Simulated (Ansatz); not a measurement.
## B$_{31}$HN$_{32}$ (charge −1): geometry relaxation (part 3 of 4)

The same run, continued: B$_{31}$HN$_{32}$ (defect cell, 64 atoms in the cell, total charge −1); DFT PBE+D3(BJ), scalar-relativistic, plane waves, PAW, spin-polarised (Ansatz 0.2.0); cutoff 420 eV, 2×2×2 k-mesh, Gaussian smearing of 0.01 eV, collinear spins. The structure derives from an entry of the Crystallography Open Database.

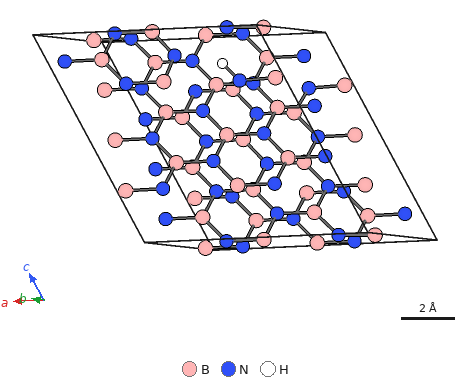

Figure 1. The geometry at step 2 of the log (ball-and-stick view of the cell of the calculation, seen at an oblique angle).

Output, continued
```
  k-point 7 ↓: bands = ["-12.9917", "-12.9819", "-12.5852", "-12.4297", "-12.1368", "-12.1303", "-12.1251", "-12.1103", "-11.7321", "-11.6679", "-11.5555", "-11.1000", "-10.9229", "-10.9199", "-10.4756", "-10.4451", "-10.3129", "-10.3125", "-10.3047", "-10.3025", "-10.2513", "-10.2488", "-10.2442", "-10.2411", "-9.9529", "-9.8939", "-9.8727", "-9.8078", "-9.7881", "-9.7142", "-8.6526", "-8.5986", "-3.9985", "-3.9976", "-3.9965", "-3.9957", "-3.5800", "-3.5778", "-3.3968", "-3.2777",
      "-3.2665", "-3.2653", "-3.2096", "-3.2089", "-3.2070", "-3.2066", "-2.9230", "-2.8925", "-2.7017", "-2.5873", "-2.4514", "-1.9624", "-1.4848", "-1.4843", "-1.4829", "-1.4817", "-1.0929", "-1.0058", "-0.9668", "-0.9077", "-0.8288", "-0.7808", "-0.7127", "-0.7102", "-0.7099", "-0.7086", "-0.4820", "-0.4816", "-0.4811", "-0.4802", "-0.2704", "-0.2399", "-0.2075", "-0.1353", "0.0213", "0.1188", "0.2051", "0.2139", "0.2764", "0.3049",
      "0.5233", "0.5666", "0.5719", "0.5931", "0.7667", "0.9015", "0.9710", "1.4353", "1.4357", "1.4379", "1.4388", "1.6028", "1.6307", "1.6619", "1.7160", "1.8632", "1.8669", "1.8748", "1.9305", "1.9431", "2.0142", "2.0966", "2.2050", "2.2314", "2.5034", "2.5096", "2.5274", "2.9402", "2.9421", "2.9494", "2.9579", "2.9772", "3.0686", "3.0859", "3.1550", "3.1675", "3.2901", "3.4416", "3.9200", "3.9503",
      "3.9558", "3.9853", "4.0237", "4.2677", "4.5493", "4.9753", "5.0203", "6.3340", "9.4039", "9.4518", "9.4592", "9.5687", "10.0583", "10.0726", "10.0817", "10.1169", "10.2288", "10.2906", "10.3638", "10.4504", "10.4909", "10.5118", "10.6288", "10.7680", "10.8246", "11.0265", "11.1468", "11.2082", "11.5518", "12.0782", "12.0927", "12.1113", "12.2819", "12.9613", "13.2290", "13.2920", "13.3331", "13.4723", "13.8300", "13.8835",
      "14.1293", "14.1328", "14.1847", "14.2304", "14.3856", "14.6706", "14.9352", "15.0564", "15.0792", "15.0955", "15.1059", "15.1447", "15.1591", "15.2317", "15.2694", "15.4645", "15.6520", "15.6771", "15.7291", "15.7511", "15.7770", "15.7826", "15.8483", "15.8896", "15.9267", "15.9664", "16.0399", "16.1908", "16.2699", "16.3333", "16.4616", "16.5172"]
--- Relaxed structure (4 steps of the walk, 4 accepted, 0 SCFs on fresh bases) ---
  F+E_penalty+E_count = -17213.44231839 eV   max|allowed force component| = 1.048e-2 eV/Å
  atoms:
    - { symbol: B, position: [0.2892488438929638, 0.12718343626286654, 0.6229755003388041] }
    - { symbol: B, position: [0.538219182452403, -0.0030804476458556884, 0.753138288241467] }
    - { symbol: B, position: [0.29115432653878937, 0.3754744290471278, 0.37458915651988345] }
    - { symbol: B, position: [0.7924878135022853, 0.8747144753392344, 0.8753634381219155] }
    - { symbol: B, position: [0.5399305661610226, 0.24869902795031434, 0.5013801140918253] }
    - { symbol: B, position: [0.7892313686934054, 0.1250796971355635, 0.6249885302823084] }
    - { symbol: B, position: [0.039242343519999556, 0.002795828785352228, 0.7473661508925012] }
    - { symbol: B, position: [0.2929626947004124, 0.62533754201715, 0.12469110595086108] }
    - { symbol: B, position: [0.542097718344513, 0.4989618847055922, 0.25110042990852355] }
    - { symbol: B, position: [0.7909529032740081, 0.3747063993408605, 0.37536334180813424] }
    - { symbol: B, position: [0.04011053643322371, 0.2510925464524276, 0.4989853624150232] }
    - { symbol: B, position: [0.5421727153376715, 0.7488154058324669, 0.0012182532970231863] }
    - { symbol: B, position: [0.7933149641303362, 0.6245899133041848, 0.1254823745120907] }
    - { symbol: B, position: [0.04211328997263658, 0.5004786012941238, 0.24958217936308796] }
    - { symbol: B, position: [0.046103030958516644, 0.7515355704619209, -0.0014755964307214264] }
    - { symbol: B, position: [0.4578629429641031, 0.7509814610941683, 0.501322676624004] }
    - { symbol: B, position: [0.45919056707399275, -0.00042258058952360233, 0.24972453150399782] }
    - { symbol: B, position: [0.7088536197843232, 0.8750801207219727, 0.3751292636978927] }
    - { symbol: B, position: [0.4589891237037842, 0.24991850786545833, -0.00015832617123195947] }
    - { symbol: B, position: [0.958694762956474, 0.7502123314328539, 0.500133876399764] }
    - { symbol: B, position: [0.7095847037627728, 0.12434170277870396, 0.1244442658476797] }
    - { symbol: B, position: [0.9606873910901568, -0.0015518313048857452, 0.24826062896235063] }
    - { symbol: B, position: [0.20935515766499568, 0.8745206576108493, 0.37457622815551206] }
    - { symbol: B, position: [0.4573398560213704, 0.5017979098307935, 0.75160743988886] }
    - { symbol: B, position: [0.7083965927632528, 0.37548017828398134, 0.8755353939029218] }
    - { symbol: B, position: [0.9601106090616052, 0.2487352172426615, -0.0009248820021928728] }
    - { symbol: B, position: [0.21042689642813495, 0.12329082984481005, 0.12337153834725481] }
    - { symbol: B, position: [0.707030302055153, 0.6266867175917118, 0.6267659492642447] }
    - { symbol: B, position: [0.9584362107432761, 0.5003340389825456, 0.7504781106875179] }
    - { symbol: B, position: [0.2090061383450107, 0.3749307074212215, 0.8749773097891617] }
    - { symbol: B, position: [0.20831119776250373, 0.6256170445373004, 0.6257162477739533] }
    - { symbol: N, position: [0.5414133397916069, 0.6258282371988789, 0.625828575403287] }
    - { symbol: N, position: [0.5420435950717328, 0.8752055131907539, 0.37522898650557335] }
    - { symbol: N, position: [0.7917859487142579, 0.7504495548748549, 0.5004627000918676] }
    - { symbol: N, position: [0.5425167352171084, 0.12467304639722745, 0.12474623228253165] }
    - { symbol: N, position: [0.041879158788394655, 0.625313855105948, 0.6253817084134653] }
    - { symbol: N, position: [0.7927977356607506, -0.0005636258754580792, 0.24946455190335157] }
    - { symbol: N, position: [0.0426970212169262, 0.8745120165170628, 0.37462745053812774] }
    - { symbol: N, position: [0.2918744852373991, 0.7503108787176023, 0.5004226509668823] }
    - { symbol: N, position: [0.541786479662659, 0.37542313901118485, 0.8755377444764456] }
    - { symbol: N, position: [0.7925423107043411, 0.24964155415184983, -0.00024402856766422842] }
    - { symbol: N, position: [0.04300839494011931, 0.12423189759485191, 0.12423637873645936] }
    - { symbol: N, position: [0.2927793751479221, -0.0006046197124729286, 0.24953750438172073] }
    - { symbol: N, position: [0.7916596473245475, 0.5005169473127712, 0.7506555565832266] }
    - { symbol: N, position: [0.04241479363255185, 0.37483733465110747, 0.8748578092459222] }
    - { symbol: N, position: [0.29264323203484377, 0.24959246978918517, -0.0003927223256938728] }
    - { symbol: N, position: [0.29164118096064073, 0.5005962825347379, 0.7506185474444687] }
    - { symbol: N, position: [0.20121479018537913, 0.009497154490276438, 0.740800033618243] }
    - { symbol: N, position: [0.20662246403660156, 0.252333268632653, 0.49774805113057424] }
    - { symbol: N, position: [0.4566425289996438, 0.12455583012999083, 0.6255472391181016] }
    - { symbol: N, position: [0.2083749527867676, 0.49895644956202895, 0.2510880337507699] }
    - { symbol: N, position: [0.7078914782031293, -0.00038765942138213605, 0.7504615678226825] }
    - { symbol: N, position: [0.4579923312411256, 0.3741050598896091, 0.3759718757661638] }
    - { symbol: N, position: [0.7066501536071952, 0.25009489576044014, 0.4999655733200214] }
    - { symbol: N, position: [0.9549400877906482, 0.12725160000596683, 0.622831254386227] }
    - { symbol: N, position: [0.208000774849613, 0.7427330993725222, 0.007280671112075754] }
    - { symbol: N, position: [0.4602824889366525, 0.622361878239137, 0.1276711653603717] }
    - { symbol: N, position: [0.7090018417280894, 0.49940319868122063, 0.2506738255939478] }
    - { symbol: N, position: [0.9573200423616675, 0.37569979678187304, 0.3743698272298652] }
    - { symbol: N, position: [0.46659971925440724, 0.8710898833555051, 0.878925766725073] }
    - { symbol: N, position: [0.7109006709170571, 0.7487425940845929, 0.001316834216594731] }
    - { symbol: N, position: [0.9593793395254298, 0.6249605273739053, 0.125110511849583] }
    - { symbol: N, position: [0.9588039450394026, 0.8759963331042763, 0.8741110453752566] }
    - { symbol: H, position: [0.2601848691382963, 0.920471022469347, 0.82981715736006] }
--- Löwdin populations: 64 sites ---
  site symbol       q [e]    m [muB]
     0      B      2.6358     0.0018
     1      B      2.6639    -0.0096
     2      B      2.6298     0.0008
     3      B      2.6321    -0.0030
     4      B      2.6297    -0.0007
     5      B      2.6299     0.0024
     6      B      2.6358     0.0013
     7      B      2.6563    -0.0198
     8      B      2.6320    -0.0016
     9      B      2.6245    -0.0003
    10      B      2.6235     0.0003
    11      B      2.6569    -0.0197
    12      B      2.6305     0.0031
    13      B      2.6270    -0.0022
    14      B      2.6625    -0.0096
    15      B      2.6021    -0.0001
    16      B      2.6083    -0.0000
    17      B      2.6070    -0.0000
    18      B      2.6075    -0.0000
    19      B      2.6075    -0.0000
    20      B      2.6084    -0.0001
    21      B      2.5986    -0.0000
    22      B      2.6066    -0.0001
    23      B      2.5986    -0.0000
    24      B      2.6066    -0.0001
    25      B      2.6021    -0.0001
    26      B      2.5985    -0.0000
    27      B      2.5985    -0.0000
    28      B      2.6084    -0.0000
    29      B      2.6070    -0.0000
    30      B      2.6084    -0.0001
    31      N      5.3395    -0.0003
    32      N      5.3426    -0.0000
    33      N      5.3421    -0.0002
    34      N      5.3433    -0.0000
    35      N      5.3433    -0.0000
    36      N      5.3422    -0.0001
    37      N      5.3419    -0.0001
    38      N      5.3426    -0.0000
    39      N      5.3419    -0.0001
    40      N      5.3426    -0.0000
    41      N      5.3395    -0.0003
    42      N      5.3419    -0.0002
    43      N      5.3419    -0.0002
    44      N      5.3426    -0.0000
    45      N      5.3421    -0.0002
    46      N      5.3422    -0.0001
    47      N      5.4465    -0.0042
    48      N      5.3481     0.0019
    49      N      5.3560     0.0061
    50      N      5.3450     0.0256
    51      N      5.3488     0.0269
    52      N      5.3517     0.0011
    53      N      5.3498     0.0001
    54      N      5.3484     0.0017
    55      N      5.3661     0.4574
    56      N      5.3523     0.0169
    57      N      5.3492     0.0024
    58      N      5.3464     0.0014
    59      N      5.3666     0.4589
    60      N      5.3474     0.0253
    61      N      5.3450     0.0281
    62      N      5.3548     0.0073
    63      H      0.6894    -0.0052
  spilling = 0.007339 (of n_electrons = 255.000000)
```

Trajectory as extended XYZ (Å, eV, eV/Å), 4 frames, from step=1 to step=4
```
64
Lattice="0.0000 8.6825 0.0000 5.0129 4.3413 -6.6141 -5.0129 4.3413 -6.6141" Properties=species:S:1:pos:R:3:forces:R:3 step=1 energy=-17213.41035
B    -2.4798    5.7628   -4.9613   -0.1835   0.0368  -0.0003
B    -3.7727    7.9310   -4.9599   -0.8810  -0.3371   0.0029
B     0.0053    5.7817   -4.9610    0.1258  -0.0764   0.0003
B     0.0020   14.4711  -11.5744   -0.0803  -0.0288  -0.0005
B    -1.2619    7.9415   -4.9609   -0.0613  -0.0936  -0.0006
B    -2.4979   10.1069   -4.9607   -0.2186  -0.1169   0.0002
B    -3.7225    3.5924   -4.9610   -0.4115  -0.0234  -0.0007
B     2.5001    5.7984   -4.9600    0.7634  -0.2547   0.0015
B     1.2399    7.9615   -4.9609    0.3480  -0.1763   0.0003
B     0.0006   10.1208   -4.9609    0.0154  -0.0058  -0.0001
B    -1.2389    3.6020   -4.9610    0.0476  -0.0162  -0.0002
B     3.7410    7.9657   -4.9598    0.5956  -0.4030   0.0020
B     2.5003   10.1397   -4.9605    0.2576   0.0022  -0.0003
B     1.2592    3.6182   -4.9606    0.1966   0.0714  -0.0002
B     3.7762    3.6382   -4.9599    0.0821   0.6909   0.0022
B     1.2485    9.4157   -8.2841   -0.0507   0.0262  -0.0146
B    -1.2576    5.0738   -1.6544    0.0014  -0.0288   0.0383
B     2.5026   11.5859   -8.2701   -0.0109   0.0221   0.0076
B     1.2496    5.0736   -1.6541    0.0247  -0.0054   0.0115
B     1.2496   13.7561   -8.2687    0.0243  -0.0060  -0.0120
B    -0.0041    7.2450   -1.6477   -0.0034   0.0066   0.0320
B    -1.2564    9.4157   -1.6371    0.0291   0.0335   0.0839
B     2.5022    7.2444   -8.2670    0.0248  -0.0045   0.0403
B    -1.2564    9.4157   -8.2856    0.0300   0.0336  -0.0859
B    -2.5106   11.5857   -8.2699    0.0256  -0.0047  -0.0408
B     1.2485    9.4156   -1.6385   -0.0496   0.0258   0.0121
B    -0.0040    2.9024   -1.6390   -0.0059  -0.0319   0.0914
B    -0.0040   11.5849   -8.2836   -0.0059  -0.0326  -0.0935
B    -1.2576   13.7563   -8.2684    0.0019  -0.0295  -0.0386
B    -2.5102    7.2447   -8.2668   -0.0098   0.0224  -0.0083
B    -0.0041    7.2450   -8.2752   -0.0037   0.0068  -0.0322
N    -0.0038   10.1387   -8.2794    0.0164  -0.0118   0.0741
N     2.5026   10.1390   -8.2727    0.0131  -0.0099  -0.0091
N     1.2494   12.3094   -8.2724    0.0159   0.0022   0.0300
N    -0.0040    5.7972   -1.6519   -0.0069   0.0116  -0.0262
N    -0.0040    5.7972   -8.2711   -0.0070   0.0115   0.0279
N    -1.2569    7.9681   -1.6468   -0.0037  -0.0246  -0.0422
N     2.5024    5.7976   -8.2633   -0.0254  -0.0037  -0.0391
N     1.2490    7.9680   -8.2754    0.0030  -0.0059   0.0081
N    -2.5105   10.1389   -8.2736   -0.0262  -0.0035   0.0412
N     1.2490    7.9680   -1.6476    0.0021  -0.0054  -0.0061
N    -0.0038    1.4561   -1.6431    0.0165  -0.0118  -0.0712
N    -1.2575    3.6269   -1.6506   -0.0166   0.0190  -0.0542
N    -1.2575   12.3094   -8.2721   -0.0172   0.0194   0.0561
N    -2.5103    5.7978   -8.2643    0.0123  -0.0098   0.0109
N     1.2494    3.6269   -1.6502    0.0151   0.0019  -0.0279
N    -1.2569    7.9681   -8.2760   -0.0041  -0.0253   0.0442
N    -3.6627    4.9982   -4.9617    0.4454  -0.0372  -0.0164
N    -1.2279    5.0477   -4.9612    0.0769  -0.0574   0.0030
N    -2.5086    7.2174   -4.9608    0.3369  -0.0624  -0.0017
N     1.2466    5.0631   -4.9606   -0.3716  -0.0951  -0.0009
N    -3.7589    9.3957   -4.9603    0.2124   0.2562  -0.0010
N    -0.0056    7.2288   -4.9611   -0.1367   0.0397  -0.0002
N    -1.2486    9.3875   -4.9608    0.0800   0.0619  -0.0003
N    -2.4795   11.5437   -4.9609    0.1421   0.0090   0.0026
N     3.6893    5.0559   -4.9586   -0.2982  -0.1215  -0.0052
N     2.4833    7.2474   -4.9604   -0.4204   0.2047  -0.0006
N     1.2503    9.4075   -4.9609   -0.1722   0.0682  -0.0002
N     0.0121   11.5660   -4.9609   -0.1421  -0.0568  -0.0003
N    -0.0370   11.6431  -11.5723    0.1462   0.3368  -0.0063
N     3.7488    9.4224   -4.9603   -0.1039   0.2537  -0.0007
N     2.5100   11.5817   -4.9603   -0.2667  -0.1542  -0.0010
N     0.0125   15.9143  -11.5745    0.2379  -0.0176  -0.0020
H     0.4729    9.8589  -11.5820   -0.3711   0.1150   0.0171
64
Lattice="0.0000 8.6825 0.0000 5.0129 4.3413 -6.6141 -5.0129 4.3413 -6.6141" Properties=species:S:1:pos:R:3:forces:R:3 step=2 energy=-17213.43454
B    -2.4840    5.7669   -4.9641   -0.0875   0.0215   0.0043
B    -3.7836    7.9319   -4.9624   -0.4102  -0.1848   0.0003
B     0.0041    5.7842   -4.9633    0.0596  -0.0299   0.0001
B    -0.0019   14.4773  -11.5772   -0.0385  -0.0258   0.0023
B    -1.2655    7.9442   -4.9633   -0.0328  -0.0417   0.0015
B    -2.5036   10.1096   -4.9631   -0.0983  -0.0612   0.0002
B    -3.7292    3.5977   -4.9640   -0.2022  -0.0242   0.0049
B     2.5046    5.8001   -4.9625    0.3639  -0.1019   0.0021
B     1.2411    7.9633   -4.9632    0.1673  -0.0831   0.0007
B    -0.0024   10.1235   -4.9632    0.0020  -0.0032   0.0010
B    -1.2420    3.6048   -4.9636    0.0228  -0.0115   0.0017
B     3.7447    7.9660   -4.9623    0.2649  -0.2061   0.0019
B     2.5005   10.1437   -4.9631    0.1235  -0.0037   0.0012
B     1.2573    3.6214   -4.9631    0.0950   0.0345   0.0016
B     3.7741    3.6504   -4.9625    0.0569   0.3198   0.0003
B     1.2509    9.4121   -8.2827   -0.0183   0.0103   0.0051
B    -1.2548    5.0697   -1.6449    0.0003  -0.0126  -0.0197
B     2.5054   11.5822   -8.2662   -0.0027   0.0093  -0.0053
B     1.2527    5.0697   -1.6498    0.0098  -0.0015  -0.0077
B     1.2527   13.7522   -8.2682    0.0112   0.0002   0.0074
B    -0.0013    7.2413   -1.6409    0.0000   0.0018  -0.0163
B    -1.2533    9.4122   -1.6234    0.0146   0.0161  -0.0460
B     2.5052    7.2406   -8.2574    0.0108  -0.0001  -0.0207
B    -1.2532    9.4122   -8.2947    0.0120   0.0145   0.0495
B    -2.5076   11.5818   -8.2748    0.0088   0.0006   0.0204
B     1.2509    9.4120   -1.6355   -0.0215   0.0121  -0.0017
B    -0.0012    2.8983   -1.6237   -0.0027  -0.0157  -0.0494
B    -0.0012   11.5808   -8.2945   -0.0025  -0.0128   0.0530
B    -1.2548   13.7521   -8.2732   -0.0006  -0.0109   0.0191
B    -2.5074    7.2410   -8.2660   -0.0051   0.0087   0.0054
B    -0.0013    7.2413   -8.2772    0.0005   0.0013   0.0160
N    -0.0009   10.1348   -8.2789    0.0062  -0.0047  -0.0382
N     2.5054   10.1351   -8.2689    0.0056  -0.0044   0.0030
N     1.2523   12.3055   -8.2716    0.0045   0.0001  -0.0234
N    -0.0011    5.7934   -1.6474   -0.0032   0.0057   0.0123
N    -0.0011    5.7934   -8.2707   -0.0035   0.0058  -0.0180
N    -1.2541    7.9642   -1.6425   -0.0036  -0.0109   0.0209
N     2.5052    5.7938   -8.2585   -0.0141  -0.0033   0.0178
N     1.2518    7.9642   -8.2718    0.0004  -0.0026  -0.0029
N    -2.5077   10.1350   -8.2736   -0.0119  -0.0034  -0.0248
N     1.2518    7.9642   -1.6464    0.0020  -0.0043  -0.0039
N    -0.0009    1.4523   -1.6389    0.0067  -0.0051   0.0287
N    -1.2547    3.6230   -1.6436   -0.0081   0.0094   0.0294
N    -1.2547   12.3055   -8.2743   -0.0067   0.0081  -0.0364
N    -2.5074    5.7938   -8.2633    0.0077  -0.0043  -0.0099
N     1.2523    3.6230   -1.6463    0.0064   0.0014   0.0162
N    -1.2541    7.9642   -8.2754   -0.0026  -0.0092  -0.0278
N    -3.6664    5.0037   -4.9646    0.2005   0.0209   0.0014
N    -1.2302    5.0506   -4.9637    0.0370  -0.0299   0.0010
N    -2.5118    7.2209   -4.9633    0.1869  -0.0236   0.0015
N     1.2441    5.0656   -4.9631   -0.1857  -0.0470   0.0021
N    -3.7632    9.4006   -4.9630    0.1097   0.1428   0.0021
N    -0.0081    7.2322   -4.9634   -0.0683   0.0205   0.0022
N    -1.2521    9.3911   -4.9631    0.0452   0.0319   0.0022
N    -2.4837   11.5477   -4.9635    0.0722   0.0049   0.0007
N     3.6883    5.0620   -4.9617   -0.1615  -0.0835   0.0008
N     2.4820    7.2509   -4.9629   -0.2344   0.1186   0.0023
N     1.2480    9.4112   -4.9632   -0.0834   0.0366   0.0020
N     0.0082   11.5684   -4.9633   -0.0683  -0.0270   0.0020
N    -0.0388   11.6456  -11.5755    0.0709   0.1972   0.0004
N     3.7473    9.4270   -4.9629   -0.0557   0.1314   0.0016
N     2.5072   11.5860   -4.9629   -0.1355  -0.0839   0.0019
N     0.0094   15.9210  -11.5773    0.1180  -0.0168   0.0010
H     0.4619    9.8643  -11.5777   -0.1353   0.0098  -0.0013
```
